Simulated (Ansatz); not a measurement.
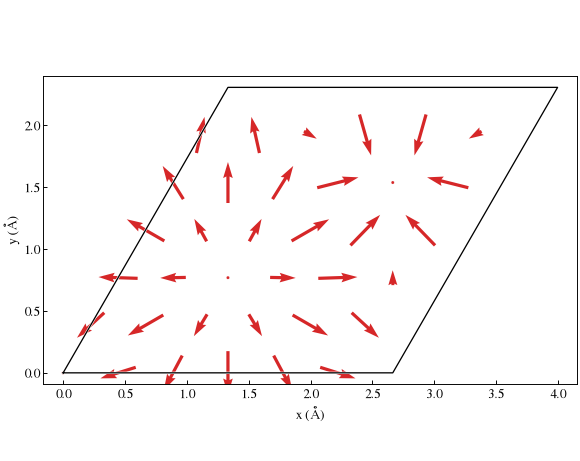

Ru (Fm-3m, No. 225; 6 atoms in the cell). 
- Gamma surface: rigid slide across a plane, one fault a cell; the plane is (1 1 1) of the conventional cell.
- Places are given modulo a cell vector. The map is drawn in real space over the plane of the slide.
- Nothing is relaxed (rigid halves, spacing across the cut fixed).
- Grid: 6 × 6 points; 10 points were computed and 26 follow by symmetry.
- Computed with DFT PBEsol, scalar-relativistic, plane waves, PAW (Ansatz). Settings: cutoff 420 eV, k-mesh 19×19×4 in the order of the run's cell vectors, gaussian smearing 0.15 eV, no spin polarisation.

The picture shows arrows along the force (downhill), their lengths compressed, the outline of one cell of the plane.

**The arrows alone are given. Where are the wells?**

The arrows converge at (4/6, 4/6) of the cell vectors; (0/6, 0/6) of the cell vectors (29 meV/Å² up) (read from the interpolated surface).

The energy map of the same scan:

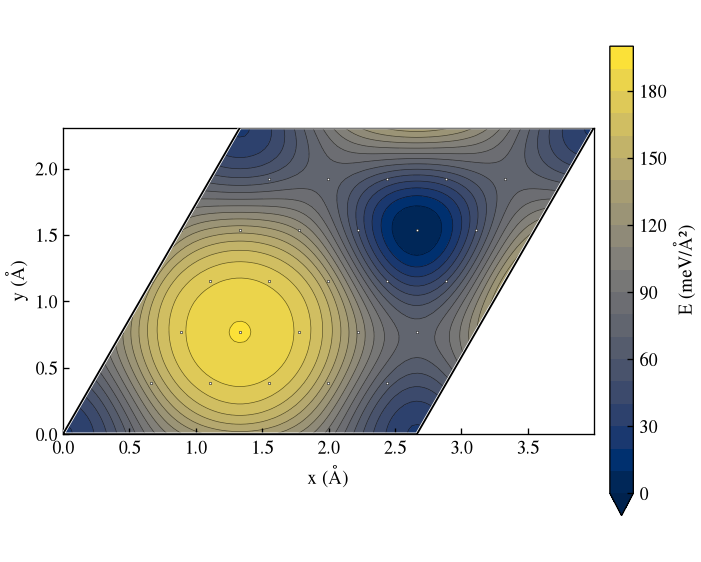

Energies are in meV/Å², from the lowest grid point; between grid points the surface is interpolated.
